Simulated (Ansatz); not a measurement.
SnS3

```
CELL_PARAMETERS angstrom
9.80048 0.00000 0.00000
0.00000 9.80048 0.00000
0.00000 0.00000 5.20204
ATOMIC_POSITIONS crystal
Sn 0.00000 0.00000 0.00000
Sn 0.50000 0.50000 0.50000
Sn 0.00000 0.50000 0.25000
Sn 0.50000 0.00000 0.75000
S 0.00000 0.00000 0.50000
S 0.50000 0.50000 0.00000
S 0.25000 0.50000 0.37500
S 0.75000 0.00000 0.87500
S 0.25000 0.00000 0.87500
S 0.75000 0.50000 0.37500
S 0.00000 0.75000 0.12500
S 0.50000 0.25000 0.62500
S 0.00000 0.25000 0.12500
S 0.50000 0.75000 0.62500
S 0.50000 0.00000 0.25000
S 0.00000 0.50000 0.75000
```

Space group I4₁/amd; a structure generated by program, which may or may not match a known phase.

All numbers below come from DFT PBE, scalar-relativistic, plane waves, PAW in Ansatz 0.2.0.

The density is the valence pseudo-density of a PAW calculation; it isn't the true density close to the nuclei.

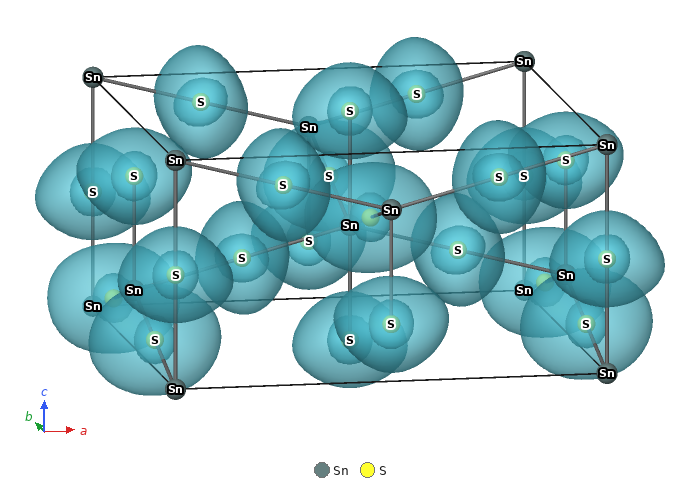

Figure 1. Isosurface of the electron localisation function at 0.7 (cyan), seen slightly off an axis. Core shells and regions of very low density are left out. Sticks mark near contacts.

### Where are the electrons localised?

At this value the surface marks out twelve regions wrapped around S (the valence shell of each), counted in one cell of 16 atoms. Regions shared between cells count once. Along the contacts the grid gives the following. Sn–S (2.53 Å): the ELF peaks at about 0.80 in the valence shell of S, 0.8 Å from its nucleus, and is about 0.45 at the midpoint. Sn–S (2.60 Å): the ELF peaks at about 0.85 in the valence shell of S, 0.8 Å from its nucleus, and is about 0.45 at the midpoint.

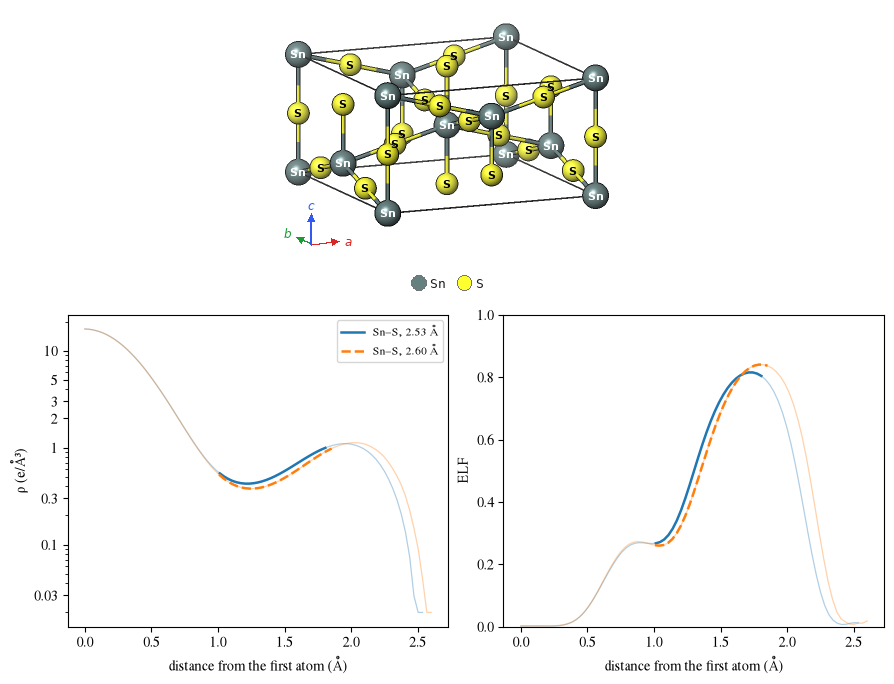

Figure 2. Valence charge density (pseudo) and ELF along straight lines between neighbouring atoms. Thin, pale parts lie inside the atomic spheres. The structure is drawn too.

### Compare the contacts.

Sn–S (2.53 Å): the density is about 0.43 e/Å³ at the midpoint; the ELF peaks at about 0.80 in the valence shell of S, 0.8 Å from its nucleus, and is about 0.45 at the midpoint.
Sn–S (2.60 Å): ρ at the midpoint is about 0.38 e/Å³; the ELF peaks at about 0.85 in the valence shell of S, 0.8 Å from its nucleus, and is about 0.45 at the midpoint.

### How much charge does the calculation move between the atoms?

Electrons move from Sn towards S. Bader charges: Sn +1.49 and S −0.54 to −0.41 e.

### Does the calculation make it a metal, or give it a gap?

It is gapless in this calculation (a metal or semimetal).
